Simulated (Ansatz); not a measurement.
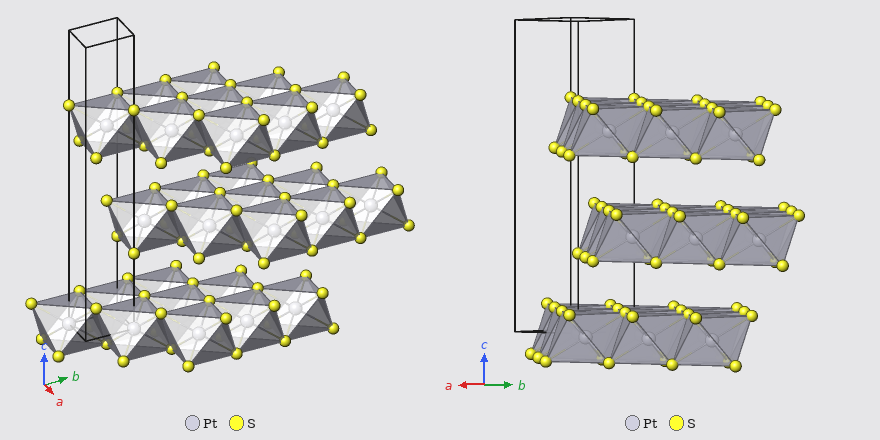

Polyhedra are drawn about Pt (bonds: Pt–S below 2.7 Å); other atoms are plain spheres. Two views of the same piece.

PtS2 (space group R-3m, No. 166). Coordinates: the end point of a relaxation with DFT PBE+D3(BJ), scalar-relativistic, plane waves, PAW (Ansatz); the starting structure was generated, so it need not be a known form of this composition.

Sharing among the drawn polyhedra:

| site | polyhedron | corner-sharing neighbours | edge-sharing | face-sharing | bond (Å) |
| --- | --- | --- | --- | --- | --- |
| Pt | PtS6 octahedron | 0 | 6 | 0 | 2.39 |

They form layers of edge-sharing octahedra parallel to (001).
